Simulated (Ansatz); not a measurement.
Geometry relaxation, with input and output: Ir (part 2 of 2)

Continued. System: Ir (slab, 8 atoms in the cell). Method: DFT RPBE, scalar-relativistic, plane waves, PAW, no spin polarisation (Ansatz 0.2.0); cutoff 420 eV, 6×12×1 k-mesh, Gaussian smearing of 0.1 eV. The structure derives from an entry of the Crystallography Open Database. The input holds or restrains some coordinates. Forces given for the steps count only the free coordinates.

Geometry of the input (Å; fractional positions):
```
5.4961  0.0000  0.0000
-1.3740  2.3799  0.0000
0.0000  0.0000  23.7313
Ir 0.3333  0.3333  0.3582
Ir 0.8333  0.3333  0.3582
Ir 0.6667  0.6667  0.4527
Ir 0.1667  0.6667  0.4527
Ir 0.0000  0.0000  0.5473
Ir 0.5000  0.0000  0.5473
Ir 0.3333  0.3333  0.6418
Ir 0.8333  0.3333  0.6418
```

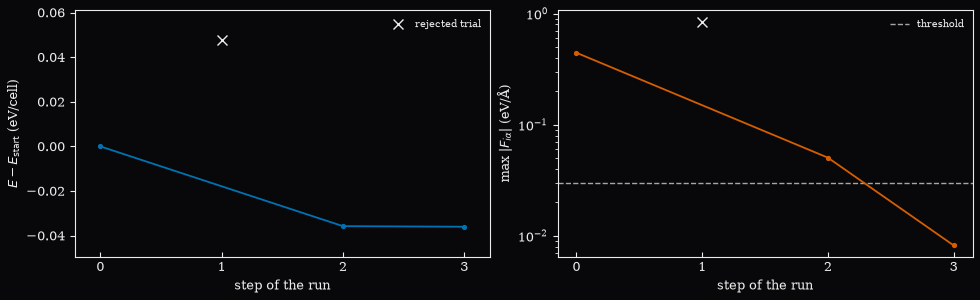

*Progress of the restrained relaxation, step by step (the first geometry is step 0 here and step 1 in the log).*

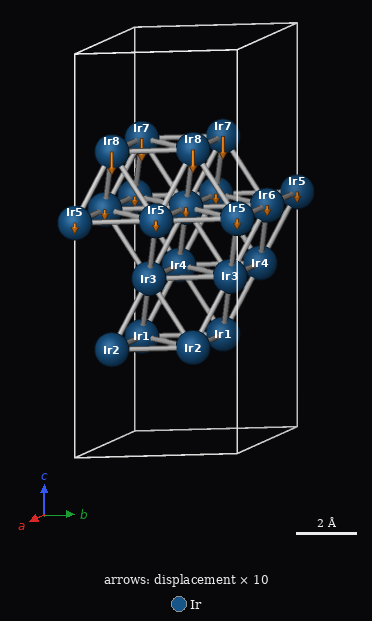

*The starting structure with the displacements as orange arrows, magnified 10 times (ball-and-stick view of the 1 × 2 repeat of the cell, with the vacuum cut short, seen slightly off an axis).*

The largest moves, 0.081 Å, are those of Ir7 and Ir8. The cell doesn't change. Distances before and after: Ir5–Ir7 2.748 → 2.714 Å, Ir3–Ir5 2.748 → 2.716 Å. Over 3 geometry steps the energy falls by 36.0 meV per cell of the calculation. Largest force component: 0.45 eV/Å at the start, 0.0082 eV/Å at the end. The line search rejected the trial step at point 1 (counted from 0) and went back. (Atoms are counted from 1 in the order of the input.)

```
SCF converged after 6 iterations
Free energy (F): -95586.719689 eV
Harris-Foulkes:  -95586.719688 eV  (|F-HF|=6.08e-8)
Internal energy: -95586.673738 eV  (E = F + TS)
E sigma→0 (E₀):  -95586.696713 eV
Entropy (-TS):   -0.045951 eV (-5.744 meV/atom)
Fermi energy:    6.042746 eV
Dipole field:    D = 0.001027 V/Å  (p = 0.001761 e·Å, saw-weighted, corrected)
Work function:   Φ+ = 5.2896 eV   Φ− = 5.3140 eV
Levels:          The Fermi level and band energies are counted from a zero that moves with the ramp; work functions are not
--- Per-component energies (eV) ---
  E_band       = -3290.373911
  E_kinetic    = 4965.397145
  E_local      = -212276.335795  (includes V_loc(G=0)·N_el)
  E_nonlocal   = 576.223881
  E_hartree    = 103839.182216
  E_xc         = -2136.523542
  E_vxc        = -2387.082862  (∫ρ·V_xc dr)
  E_paw        = -73892.400813  (= ΣΔE_a)
  E_vpaw       = -1846.927975  (= ΣTr[D̂ρ^β])
  E_aug_tail   = 0.000493  (compensation charges beyond the density's cutoff)
  E_efield     = 0.000001  (sawtooth field / dipole correction)
  E_vefield    = 0.004220  (∫n·V_field dr)
  E_ewald      = 83338.034853
  E_core_change = -0.252177  (= ΣΔE_core)
  E_smearing   = -0.045951  (= −TS)
  E_closure    = 0.000000  (closes the sum)
  Σ components = -95586.719689   (vs F -95586.719689, Δ=0.00e0)
--- Forces (eV/Å), atoms counted from 1 ---
  atom   1  Ir     0.00000002     0.00000001     0.37251389
  atom   2  Ir     0.00000002     0.00000001     0.37251389
  atom   3  Ir     0.00000013     0.00000007    -0.36815223
  atom   4  Ir     0.00000013     0.00000007    -0.36815223
  atom   5  Ir    -0.00000001    -0.00000000    -0.00820599
  atom   6  Ir    -0.00000001    -0.00000000    -0.00820599
  atom   7  Ir    -0.00000015    -0.00000008     0.00383969
  atom   8  Ir    -0.00000015    -0.00000008     0.00383969
  max |Σ_I F_I| component: 9.29e-6 eV/Å
--- Band table (eV; the first three rows and the last of 25) ---
  k-point 0: bands = ["-86.8342", "-86.7929", "-86.7723", "-86.7393", "-86.2122", "-86.1757", "-86.1743", "-86.1377", "-44.0030", "-43.9741", "-43.9533", "-43.7175", "-43.6143", "-43.6051", "-43.5824", "-43.4764", "-43.4370", "-43.4370", "-43.3598", "-43.3598", "-43.3475", "-43.3178", "-42.9852", "-42.9787", "-42.9513", "-42.9400", "-42.9268", "-42.8872", "-42.8594", "-42.8594", "-42.8250", "-42.8250", "-4.2067", "-2.7100", "-1.5246", "-1.4534", "-1.3254", "-1.2211", "-0.6777", "-0.2364", "-0.0637", "0.6883", "1.9060", "2.1962", "2.2549", "2.3328", "2.3328", "2.3393", "2.4692", "2.4692", "2.5488", "3.0942", "3.0942", "3.1517", "3.2439", "3.2531", "3.2531", "3.9462", "3.9474", "4.8564", "4.8564", "5.1994", "5.1994", "5.4130", "5.5291", "5.6285", "6.0996", "6.0996", "6.1445", "6.3357", "6.6222", "6.7655", "6.7655", "6.8482", "7.1093", "7.1448", "7.5317", "7.5825", "8.6509", "9.2239", "9.6623", "11.0286"]
  k-point 1: bands = ["-86.8315", "-86.7929", "-86.7701", "-86.7393", "-86.2097", "-86.1757", "-86.1718", "-86.1377", "-43.9839", "-43.9636", "-43.9367", "-43.7157", "-43.6319", "-43.6117", "-43.5800", "-43.4976", "-43.4662", "-43.4470", "-43.3967", "-43.3675", "-43.3312", "-43.3012", "-43.0045", "-42.9748", "-42.9706", "-42.9394", "-42.9245", "-42.8940", "-42.8869", "-42.8679", "-42.8600", "-42.8336", "-3.9480", "-2.4576", "-1.2752", "-1.1933", "-1.1384", "-1.0263", "-0.5281", "-0.0450", "0.1686", "0.7756", "1.7329", "1.9245", "2.0922", "2.1787", "2.2910", "2.5350", "2.5952", "2.6213", "2.6739", "2.8966", "2.9477", "3.0369", "3.2702", "3.2987", "3.3919", "3.4459", "4.1891", "4.6329", "4.6938", "4.7714", "5.1211", "5.2213", "5.2586", "5.2719", "5.5186", "5.6300", "6.0986", "6.2696", "6.4483", "6.5587", "6.7841", "6.8996", "6.9323", "7.1812", "8.0398", "8.1830", "8.9693", "9.4533", "10.8161", "11.2295"]
  k-point 2: bands = ["-86.8240", "-86.7929", "-86.7640", "-86.7393", "-86.2031", "-86.1757", "-86.1651", "-86.1377", "-43.9372", "-43.9354", "-43.8979", "-43.7262", "-43.6573", "-43.6503", "-43.5810", "-43.5437", "-43.5308", "-43.4888", "-43.4741", "-43.3887", "-43.2908", "-43.2602", "-43.0509", "-43.0173", "-42.9911", "-42.9641", "-42.9555", "-42.9384", "-42.9154", "-42.8911", "-42.8861", "-42.8568", "-3.2314", "-1.7950", "-0.6626", "-0.6603", "-0.5711", "-0.5050", "-0.0553", "0.3124", "0.7596", "1.0584", "1.3291", "1.4302", "1.6502", "1.7534", "2.1101", "2.4322", "2.5820", "2.6199", "2.8018", "2.8125", "2.9255", "3.1167", "3.1282", "3.2504", "3.7089", "3.7895", "3.9842", "4.0171", "4.0235", "4.2617", "4.2639", "4.6253", "4.8382", "5.0349", "5.2900", "5.4244", "5.5593", "6.0942", "6.1240", "6.2996", "6.7851", "6.8283", "7.1565", "7.9756", "8.7335", "9.2290", "9.5792", "10.1639", "11.7613", "11.8459"]
  k-point 24: bands = ["-86.7929", "-86.7929", "-86.7393", "-86.7393", "-86.1757", "-86.1757", "-86.1377", "-86.1377", "-43.9069", "-43.9069", "-43.8705", "-43.8705", "-43.7536", "-43.7536", "-43.6482", "-43.6482", "-43.6040", "-43.6040", "-43.5590", "-43.5590", "-43.2628", "-43.2628", "-43.2319", "-43.2319", "-43.0818", "-43.0818", "-43.0484", "-43.0484", "-42.9379", "-42.9379", "-42.8858", "-42.8858", "-0.3506", "-0.3506", "-0.1974", "-0.1974", "0.1704", "0.1704", "0.7631", "0.7631", "0.8282", "0.8282", "1.3135", "1.3135", "1.3497", "1.3497", "1.9538", "1.9538", "2.1199", "2.1199", "2.9524", "2.9524", "3.0756", "3.0756", "3.1260", "3.1260", "3.2685", "3.2685", "4.0812", "4.0812", "4.8553", "4.8553", "4.8668", "4.8668", "5.2100", "5.2100", "6.2605", "6.2605", "6.8168", "6.8168", "7.1658", "7.1658", "8.8690", "8.8690", "9.3718", "9.3718", "10.3861", "10.3861", "12.2039", "12.2039", "13.8641", "13.8641"]
--- Relaxed structure (4 steps of the walk, 3 accepted, 0 SCFs on fresh bases) ---
  F+E_penalty+E_count = -95586.71968855 eV   max|allowed force component| = 8.206e-3 eV/Å
  atoms:
    - { symbol: Ir, position: [0.3333333333, 0.33333333330000003, 0.35817711390000007] }
    - { symbol: Ir, position: [0.8333333333000001, 0.3333333333, 0.35817711390000007] }
    - { symbol: Ir, position: [0.6666666667000001, 0.6666666667000001, 0.4527257046000001] }
    - { symbol: Ir, position: [0.16666666670000002, 0.6666666667000001, 0.4527257046000001] }
    - { symbol: Ir, position: [7.3532448645718536e-9, 7.353244863767696e-9, 0.5455967948223667] }
    - { symbol: Ir, position: [0.5000000073532449, 7.353244863767694e-9, 0.5455967948223667] }
    - { symbol: Ir, position: [0.33333335550994014, 0.3333333555099402, 0.6384085123776588] }
    - { symbol: Ir, position: [0.8333333555099403, 0.33333335550994014, 0.6384085123776588] }
```

Trajectory as extended XYZ (Å, eV, eV/Å), 4 frames, from step=1 to step=4:
```
8
Lattice="5.4961 0.0000 0.0000 -1.3740 2.3799 0.0000 0.0000 0.0000 23.7313" Properties=species:S:1:pos:R:3:forces:R:3 step=1 energy=-95586.68367
Ir    1.3740    0.7933    8.5000    0.0000   0.0000   0.4452
Ir    4.1220    0.7933    8.5000    0.0000   0.0000   0.4452
Ir    2.7480    1.5866   10.7438    0.0000   0.0000  -0.0282
Ir    0.0000    1.5866   10.7438    0.0000   0.0000  -0.0282
Ir    0.0000    0.0000   12.9875    0.0000   0.0000   0.0282
Ir    2.7480    0.0000   12.9875    0.0000   0.0000   0.0282
Ir    1.3740    0.7933   15.2313    0.0000   0.0000  -0.4452
Ir    4.1220    0.7933   15.2313    0.0000   0.0000  -0.4452
8
Lattice="5.4961 0.0000 0.0000 -1.3740 2.3799 0.0000 0.0000 0.0000 23.7313" Properties=species:S:1:pos:R:3:forces:R:3 step=2 energy=-95586.63607 accepted=F
Ir    1.3740    0.7933    8.5000    0.0000   0.0000   0.2728
Ir    4.1220    0.7933    8.5000    0.0000   0.0000   0.2728
Ir    2.7480    1.5866   10.7438    0.0000   0.0000  -0.9276
Ir    0.0000    1.5866   10.7438    0.0000   0.0000  -0.9276
Ir    0.0000    0.0000   12.8986    0.0000   0.0000  -0.1948
Ir    2.7480    0.0000   12.8986    0.0000   0.0000  -0.1948
Ir    1.3740    0.7933   15.0365    0.0000   0.0000   0.8499
Ir    4.1220    0.7933   15.0365    0.0000   0.0000   0.8499
8
Lattice="5.4961 0.0000 0.0000 -1.3740 2.3799 0.0000 0.0000 0.0000 23.7313" Properties=species:S:1:pos:R:3:forces:R:3 step=3 energy=-95586.71943
Ir    1.3740    0.7933    8.5000    0.0000   0.0000   0.3688
Ir    4.1220    0.7933    8.5000    0.0000   0.0000   0.3688
Ir    2.7480    1.5866   10.7438    0.0000   0.0000  -0.3889
Ir    0.0000    1.5866   10.7438    0.0000   0.0000  -0.3889
Ir    0.0000    0.0000   12.9460    0.0000   0.0000  -0.0306
Ir    2.7480    0.0000   12.9460    0.0000   0.0000  -0.0306
Ir    1.3740    0.7933   15.1442    0.0000   0.0000   0.0506
Ir    4.1220    0.7933   15.1442    0.0000   0.0000   0.0506
8
Lattice="5.4961 0.0000 0.0000 -1.3740 2.3799 0.0000 0.0000 0.0000 23.7313" Properties=species:S:1:pos:R:3:forces:R:3 step=4 energy=-95586.71969
Ir    1.3740    0.7933    8.5000    0.0000   0.0000   0.3725
Ir    4.1220    0.7933    8.5000    0.0000   0.0000   0.3725
Ir    2.7480    1.5866   10.7438    0.0000   0.0000  -0.3682
Ir    0.0000    1.5866   10.7438    0.0000   0.0000  -0.3682
Ir    0.0000    0.0000   12.9477    0.0000   0.0000  -0.0082
Ir    2.7480    0.0000   12.9477    0.0000   0.0000  -0.0082
Ir    1.3740    0.7933   15.1502    0.0000   0.0000   0.0038
Ir    4.1220    0.7933   15.1502    0.0000   0.0000   0.0038
```

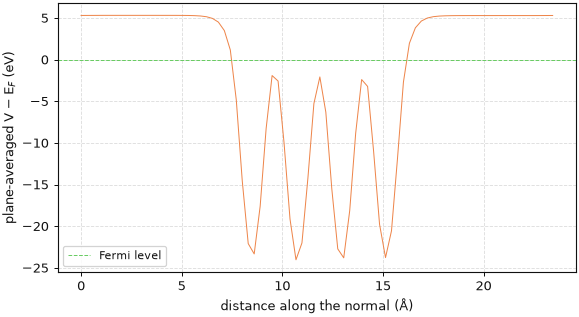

*Plane average of the electrostatic potential energy of an electron across the cell, from the Fermi level.*

The vacuum level lies 5.29 eV above the Fermi level on the upper side and 5.31 eV on the lower.

Summary:

- outcome: converged under the restraints of the input
- electrons treated: 136
- free energy: −95586.7197 eV
- work function, top face: 5.29 eV
- work function, bottom face: 5.31 eV
- Fermi energy: 6.043 eV
- gap on the k-point mesh: none (metallic)
- final volume: 310.40 Å³
- work function (upper face): 5.29 eV
- largest force (length of the vector) at the end, held atoms and coordinates included: 0.373 eV/Å
- hardware: 2 threads of Intel Xeon (Sapphire Rapids), 64 GiB of memory available, shared host
- wall time: 75 s (CPU time 2.5 min)
- peak memory: 0.91 GiB

Spin–orbit coupling is left out, which matters for Ir.
